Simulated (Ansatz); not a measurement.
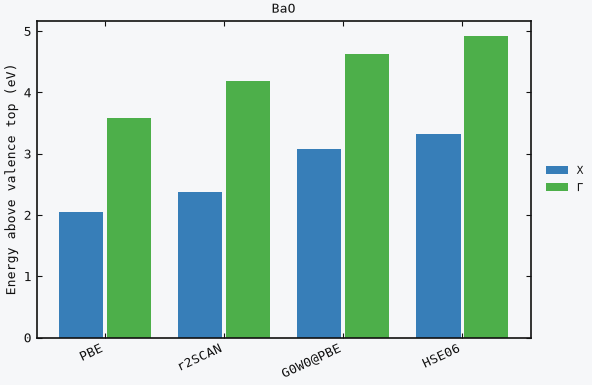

Lowest conduction level at each named k point, counted from the valence-band top at X, by several methods on one cell of rocksalt BaO, space group Fm-3m, 2 atoms in the primitive cell, relaxed with r2SCAN; cubic a = 5.544 Å. All runs are without spin-orbit coupling and carry no moments.

| method | program | X (eV) | Γ (eV) |
| --- | --- | --- | --- |
| PBE | Ansatz | 2.05 | 3.58 |
| r2SCAN | Ansatz | 2.38 | 4.18 |
| G0W0@PBE | Ansatz | 3.07 | 4.62 |
| HSE06 | Ansatz | 3.32 | 4.92 |

> What does G0W0@HSE06 give? It was run as: HSE06, Ansatz PAW set, 6×6×6 k mesh, 420 eV cutoff, fixed occupations (Ansatz), G0W0 with empty bands 233, screening cutoff 180 eV and frequency treatment contour deformation.

It starts from HSE06, whose row gives 3.32 eV at X. G0W0@HSE06 gives 3.86 eV at X and 5.46 eV at Γ, which is +0.54 eV from HSE06 at X.

> Does G0W0@HSE06 shift these levels rigidly from HSE06?

The shifts are +0.54 eV at X and +0.54 eV at Γ: a spread of 0.00 eV on a mean of 0.54 eV, so one shift describes them well. Over all 11 corrected points, named or not, the shifts from that run's own start go from +0.54 to +0.71 eV.

> How do the methods rank at X?

From low to high: PBE 2.05, r2SCAN 2.38, G0W0@PBE 3.07, HSE06 3.32, G0W0@HSE06 3.86 eV.

Settings. PBE: Ansatz PAW set, 8×8×8 k mesh, 420 eV cutoff, Fermi-Dirac smearing of 0.02 eV (Ansatz). r2SCAN: Ansatz PAW set, 8×8×8 k mesh, 500 eV cutoff, fixed occupations (Ansatz). G0W0@PBE: PBE, Ansatz PAW set, 6×6×6 k mesh, 420 eV cutoff, fixed occupations (Ansatz), G0W0 with empty bands 96, screening cutoff 100 eV and frequency treatment contour deformation. HSE06: Ansatz PAW set, 6×6×6 k mesh, 420 eV cutoff, fixed occupations (Ansatz 0.2.0).

These are five of the 13 methods that were run on this cell. Spin-orbit coupling is left out, which matters for Ba. r2SCAN, HSE06 and G0W0@HSE06: the PAW data sets were made with another functional. LDA, GGA and most meta-GGA functionals understate gaps. G0W0@PBE: the k mesh is thin for GW. The GW runs differ in bands or cutoffs. The GW values are at finite bands, cutoffs and mesh, short of the basis limit.
